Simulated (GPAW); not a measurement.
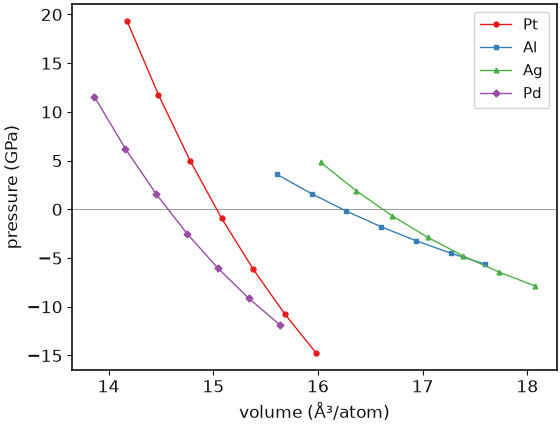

The figure shows the pressure against volume, with one curve for each element, for Ag, Al, Pd and Pt (all in space group Fm-3m (No. 225)).

Calculation (GPAW 26.7.0): PAW DFT in plane waves, on a grid or in atomic orbitals, no spin polarisation; energies at scaled volumes of the given cell, shape and fractions fixed, counted from the fit's minimum, third-order Birch-Murnaghan fit. Level: PBEsol.

- occupations: Fermi–Dirac
- smearing width: 0.05 eV
- potentials: PAW data sets made by gpaw setup for the functional
- wave cutoff: 600 eV

Settings that differ: Pt: k mesh 12×12×12; Al: k mesh 11×11×11; Ag: k mesh 11×11×11; Pd: k mesh 12×12×12.

Order the curves by fitted equilibrium volume, smallest first.

Answer. Pd 14.565, Pt 15.033, Al 16.237, Ag 16.615 Å³/atom.

Order the curves by fitted bulk modulus, smallest first.

Answer. Al 83.6, Ag 119.3, Pd 204.2, Pt 282.9 GPa.

Limits of the calculation: spin-orbit coupling left out, heavy elements (Pt).

The computed values:

Pt:
```json
{"volume (Å³/atom)": "14.18", "pressure (GPa)": "19.37"}
{"volume (Å³/atom)": "14.48", "pressure (GPa)": "11.75"}
{"volume (Å³/atom)": "14.78", "pressure (GPa)": "5.01"}
{"volume (Å³/atom)": "15.08", "pressure (GPa)": "-0.92"}
{"volume (Å³/atom)": "15.38", "pressure (GPa)": "-6.14"}
{"volume (Å³/atom)": "15.68", "pressure (GPa)": "-10.74"}
{"volume (Å³/atom)": "15.98", "pressure (GPa)": "-14.77"}
```

Al:
```json
{"volume (Å³/atom)": "15.61", "pressure (GPa)": "3.60"}
{"volume (Å³/atom)": "15.94", "pressure (GPa)": "1.61"}
{"volume (Å³/atom)": "16.27", "pressure (GPa)": "-0.18"}
{"volume (Å³/atom)": "16.60", "pressure (GPa)": "-1.78"}
{"volume (Å³/atom)": "16.93", "pressure (GPa)": "-3.21"}
{"volume (Å³/atom)": "17.27", "pressure (GPa)": "-4.49"}
{"volume (Å³/atom)": "17.60", "pressure (GPa)": "-5.63"}
```

Ag:
```json
{"volume (Å³/atom)": "16.03", "pressure (GPa)": "4.83"}
{"volume (Å³/atom)": "16.37", "pressure (GPa)": "1.90"}
{"volume (Å³/atom)": "16.71", "pressure (GPa)": "-0.65"}
{"volume (Å³/atom)": "17.05", "pressure (GPa)": "-2.87"}
{"volume (Å³/atom)": "17.39", "pressure (GPa)": "-4.79"}
{"volume (Å³/atom)": "17.73", "pressure (GPa)": "-6.44"}
{"volume (Å³/atom)": "18.07", "pressure (GPa)": "-7.85"}
```

Pd:
```json
{"volume (Å³/atom)": "13.865", "pressure (GPa)": "11.55"}
{"volume (Å³/atom)": "14.160", "pressure (GPa)": "6.23"}
{"volume (Å³/atom)": "14.455", "pressure (GPa)": "1.57"}
{"volume (Å³/atom)": "14.750", "pressure (GPa)": "-2.50"}
{"volume (Å³/atom)": "15.045", "pressure (GPa)": "-6.05"}
{"volume (Å³/atom)": "15.340", "pressure (GPa)": "-9.14"}
{"volume (Å³/atom)": "15.635", "pressure (GPa)": "-11.85"}
```
